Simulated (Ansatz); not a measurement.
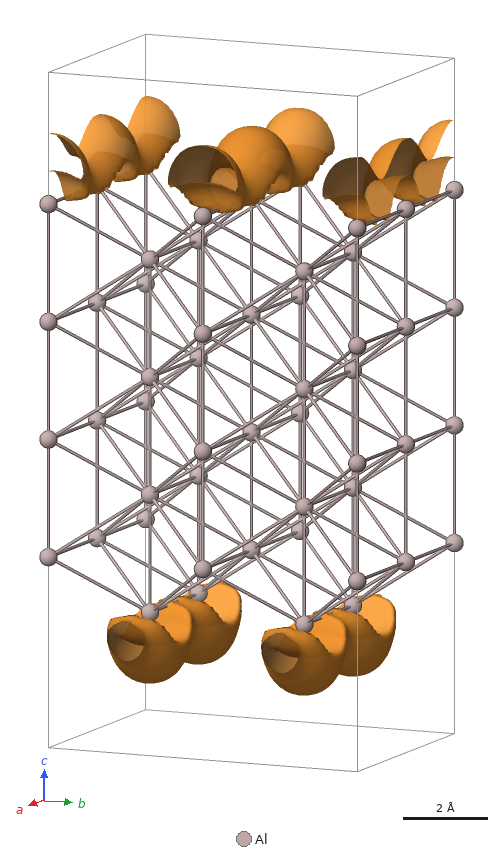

Al (slab). Isosurface of the electron localisation function at 0.75 (orange), seen slightly off an axis. Only the valence region is drawn (cores and ρ < 0.01 e/Å³ removed). Sticks mark near contacts.

Level of theory: DFT PBE, scalar-relativistic, plane waves, PAW (Ansatz).

### Describe the localisation domains.

The surface consists of channels that run through the cell in one direction, counted in one cell of 8 atoms. Counts are for one cell; the picture repeats the cell along the surface. There are no localised bonds or lone pairs at this value. Along the contacts the grid gives the following. Al–Al (2.86 Å): the ELF peaks at about 0.65 between the atoms.
